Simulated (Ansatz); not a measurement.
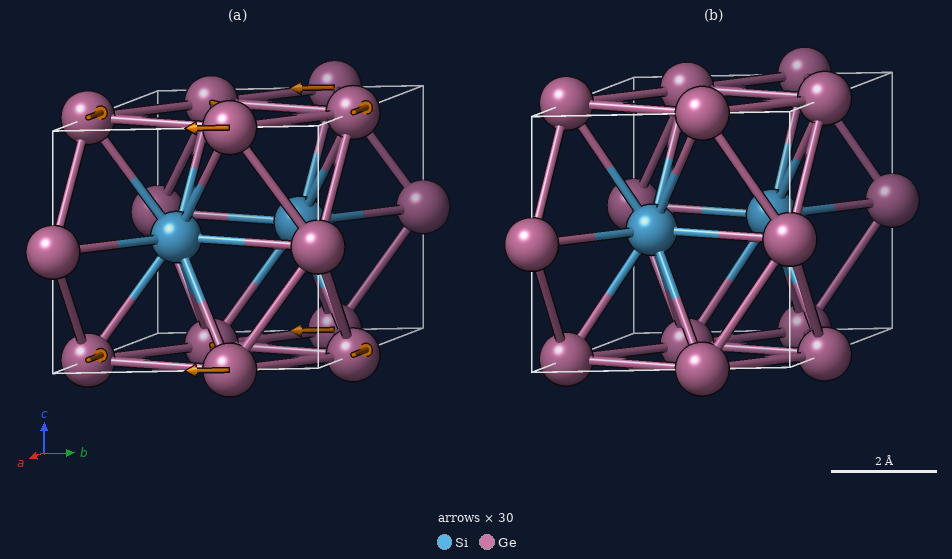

The structure of a crystal of SiGe2 (a generated structure, set up in P-62m) before (left) and after (right) a relaxation, at one scale. The orange arrows give the displacements (the part carried along by the change of the cell is left out), magnified 30 times.

A ball-and-stick model of the cell of the calculation, seen slightly off an axis.

Level of theory: Ansatz 0.2.0, DFT PBE, scalar-relativistic, plane waves, PAW. (plane-wave cutoff 420 eV; k-point mesh 12 × 12 × 8; occupations gaussian; smearing width 0.1 eV; no spin polarisation; cell and atoms relaxed; force threshold 0.01 eV/Å; at most 80 steps)

Describe what moved and what it gained.

Answer. The energy falls by 10.2 meV per atom in 8 accepted moves (9 points after the start). The largest force component goes from 0.22 to 0.00027 eV/Å. Pressure: −0.04 GPa at the start and 0.01 GPa at the end. At 1 point the geometry stayed and the basis and grid were re-selected for the new cell (energy shift of 0.1 meV per atom at most each time). The largest moves relative to the cell, 0.030 Å, are those of Ge atoms. Si stays in place. Cell: a = b 5.129 → 4.997 Å (−2.6 %), c 4.719 → 4.980 Å (+5.5 %). Volume +0.1 %. Near-neighbour distances that change, for instance: Ge–Ge 2.961 → 2.859 Å, Ge–Ge 2.914 → 3.012 Å, Ge–Si 2.961 → 2.885 Å, Ge–Si 2.914 → 2.988 Å. The space group stays P-62m (No. 189).
